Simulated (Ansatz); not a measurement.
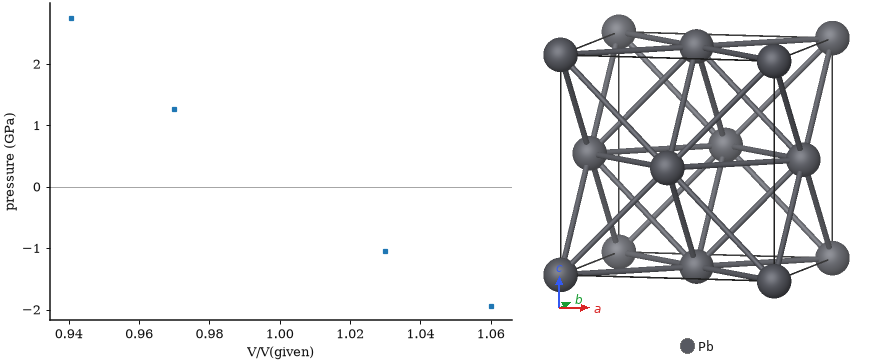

The figure shows the pressure against V/V(given) for Pb, space group Fm-3m (No. 225). The conventional cell is drawn beside the plot.

Cell as given: a = 3.564 Å, b = 3.564 Å, c = 3.564 Å, α = 60.00°, β = 60.00°, γ = 60.00°; 1 atom.

How it was computed, with Ansatz 0.2.0: periodic Kohn-Sham DFT of a crystal at fixed atoms, scaled to the stated factor times the given cell; pressure positive in compression. Level: PBE, no spin-orbit coupling.

- method: frozen-core PAW
- relativity: scalar
- k mesh: 13×13×13
- occupations: Fermi–Dirac
- smearing width: 0.05 eV
- wave cutoff: 420 eV
- PAW set: soft_2

V(given) is 32.02 Å³/atom.

The point at V/V(given) 1.000 is left out of the plot. What does the calculation give there?

```
V/V(given)  pressure (GPa)
     1.000           0.004
```

Note: no spin-orbit coupling on heavy atoms.
